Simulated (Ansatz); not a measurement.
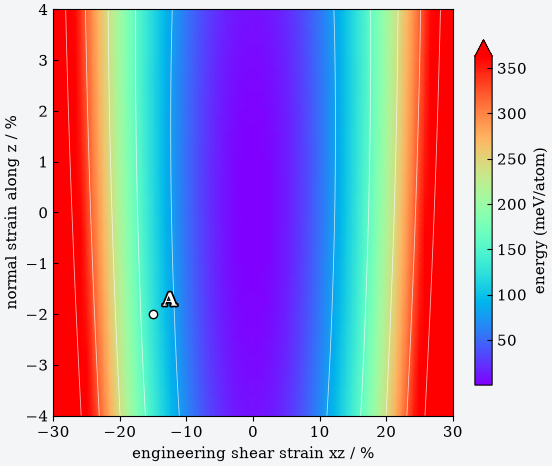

CO₂ (Pa-3, No. 205; 12 atoms in the cell). The energy is mapped over two homogeneous strains (x, y and z along the cube axes). First axis: engineering shear strain xz. Second axis: normal strain along z. Nothing is relaxed (fractional coordinates fixed). Grid: 9 × 9 points; 45 points were computed and 36 follow by symmetry. Points are written as (first, second). Energies: meV/atom, counted from the lowest grid point. Theory: DFT PBE, scalar-relativistic, plane waves, PAW (Ansatz 0.2.0). Settings: cutoff 520 eV, k-mesh 4×4×4, gaussian smearing 0.05 eV, no spin polarisation.

The picture shows a smooth colour map with a few white contour lines, one colour for all values above the top of the scale, the point A. Between grid points the surface is interpolated.

> Which way does the force act at A, and how strong is it?

A, at (−15.0 %, −2 %), is not a stationary point. The computed force is 17 meV/atom for each 1 % towards larger values of engineering shear strain xz and 4.8 meV/atom for each 1 % towards larger values of normal strain along z.
